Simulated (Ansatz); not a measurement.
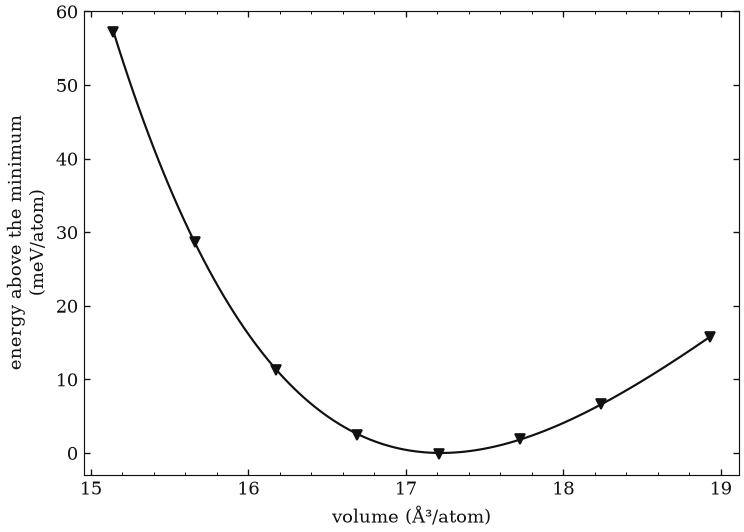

The plot gives the computed energy above the minimum against volume.

Method: third-order Birch-Murnaghan fit to density functional energies at scaled volumes of the given relaxed cell, shape and atoms relaxed at each volume; energies count from the fitted minimum; plane waves with PAW datasets, Γ-centred k mesh (Ansatz 0.2.0). Level: PBE with D3(BJ), no spin polarisation.

**For which of these solids was it computed?**
A. Hg, P6/mmm (No. 191)
B. Cl, Cmce (No. 64)
C. MoS₂, R3m (No. 160)

C, MoS₂: energy above the minimum from −0.1 meV/atom to 57.2 meV/atom, V0 17.22 Å³/atom, B0 44.7 GPa. The others give: Hg, energy above the minimum from −0.2 meV/atom to 41.1 meV/atom, V0 25.77 Å³/atom, B0 24.5 GPa; Cl, energy above the minimum from 0.0 meV/atom to 13.3 meV/atom, V0 27.15 Å³/atom, B0 7.52 GPa.

For Cl, limits of the calculation: lies under the reference phase in this functional.

For MoS₂, limits of the calculation: a crossing between the sampled k points may be missed; pressure derivative unusual.
